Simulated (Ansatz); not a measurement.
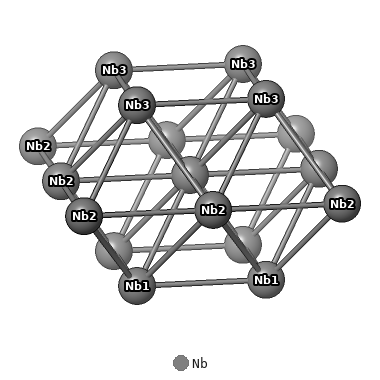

The system is H on a Nb(100) slab cut from the Fm-3m phase, its upper half relaxed before the scan (3 atoms of substrate and one adsorbate in a 1 × 1 cell); the picture shows it without the atoms that are moved over the map. 
- H is moved along a line over the surface and along the normal, above a rigid substrate.
- Coordinates scanned: (1) position of H4 along the second surface vector, from above Nb3; (2) height of H4 above the plane of Nb3.
- Grid: 6 × 7 points; 23 points were computed and 11 follow by symmetry. At 8 points there is no value (left out of the scan, as a rule where atoms come close).
- Points are written as (first, second).
- All energies are given in eV relative to the lowest grid point.
- The calculation used DFT LDA, scalar-relativistic, plane waves, PAW (Ansatz). Settings: cutoff 420 eV, k-mesh 9×9×1, gaussian smearing 0.1 eV, spin-polarised.

Range: position of H4 along the second surface vector from 0.00 to 2.44 Å; height of H4 above the plane of Nb3 from 0.85 to 3.71 Å.

Predict the map.

The lowest grid point is at (1.46 Å, 1.27 Å) [nearest 2 Nb at 1.94 Å]. It is the only kind of minimum in the scanned range. The highest grid point, (1.46 Å, 3.71 Å) [nearest 2 Nb at 3.99 Å], lies 3.06 eV above the lowest. On the interpolated surface the easiest way out of the lowest well to its copy in the next cell or period passes a barrier of about 0.9 eV.

| second ↓, first → | 0.00 | 0.49 | 0.98 | 1.46 | 1.95 | 2.44 |
| --- | --- | --- | --- | --- | --- | --- |
| 3.71 | 3.05 | 3.05 | 3.05 | 3.06 | 3.05 | 3.05 |
| 3.01 | 2.63 | 2.64 | 2.66 | 2.66 | 2.66 | 2.64 |
| 2.51 | 1.96 | 1.96 | 1.96 | 1.96 | 1.96 | 1.96 |
| 2.11 | 1.23 | 1.22 | 1.20 | 1.19 | 1.20 | 1.22 |
| 1.69 | 0.92 | 0.77 | 0.50 | 0.40 | 0.50 | 0.77 |
| 1.27 | – | – | 0.67 | 0.00 | 0.67 | – |
| 0.85 | – | – | – | 0.38 | – | – |

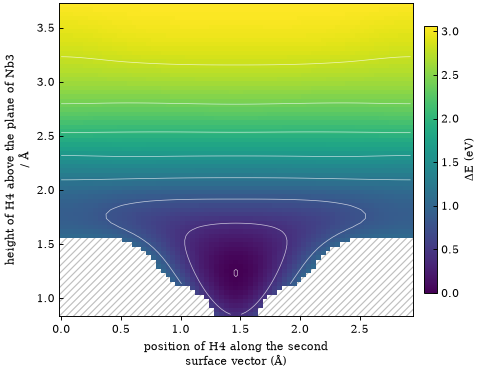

In the figure: a smooth colour map with a few white contour lines, hatched blanks where no value was computed. Between grid points the surface is interpolated.

The whole map (23 points run) took 16 min on 1 thread of Intel(R) Xeon(R) Platinum 8259CL CPU @ 2.50GHz (Skylake/Cascade Lake), with other jobs on the host.
